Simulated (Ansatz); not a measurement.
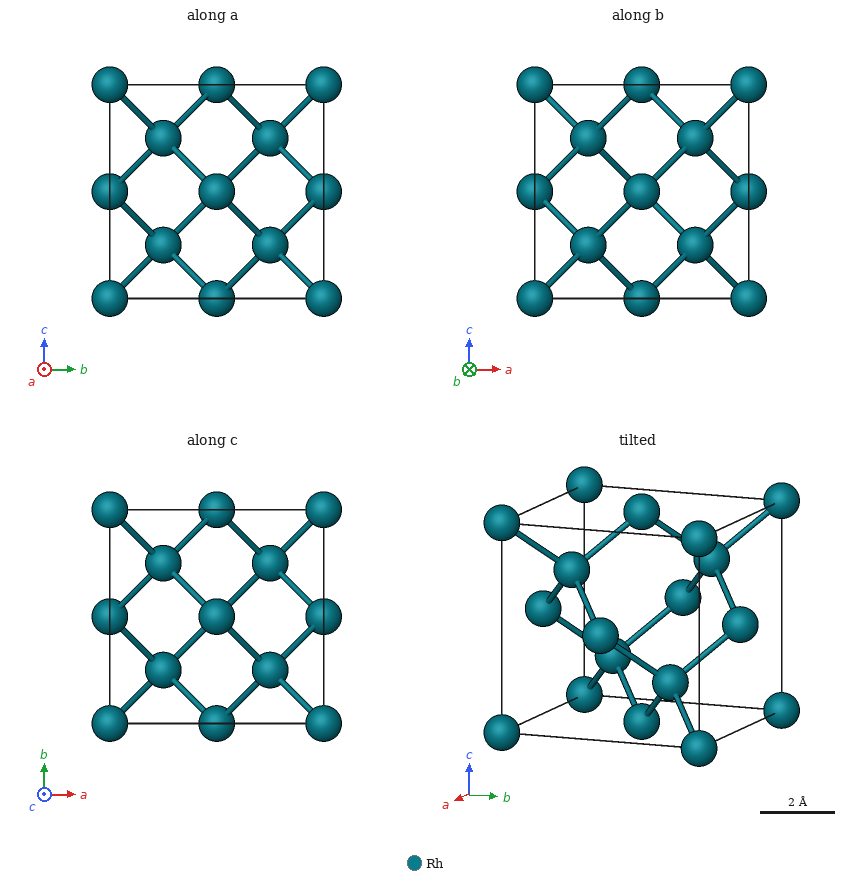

Ball-and-stick representation of a periodic structure, projected along the a axis, along the b axis, along the c axis and slightly off an axis. The conventional unit cell is outlined; an atom on or near a face, edge or corner is repeated at each equivalent position.

Lattice parameters: a = 5.832 Å, b = 5.832 Å, c = 5.832 Å, α = 90.00°, β = 90.00°, γ = 90.00°. Put a along x and b in the xy plane.

Question: Record the structure as a POSCAR file.

Answer:
```
Rh
1.0
     5.832    0.000    0.000
     0.000    5.832    0.000
     0.000    0.000    5.832
Rh
8
Direct
  0.7500 0.7500 0.2500
  0.0000 0.5000 0.5000
  0.7500 0.2500 0.7500
  0.0000 0.0000 0.0000
  0.2500 0.7500 0.7500
  0.5000 0.5000 0.0000
  0.2500 0.2500 0.2500
  0.5000 0.0000 0.5000
```

Starting structure: a structure type filled with this element by a generator (whether the element takes this form wasn't checked). Earlier steps of the study may have refined or changed the cell and positions. A calculation with Ansatz used it as input.

At this level of theory the cell isn't at rest (stretched, at -9 GPa), so its distances can differ from those at equilibrium, the more so the softer the solid.
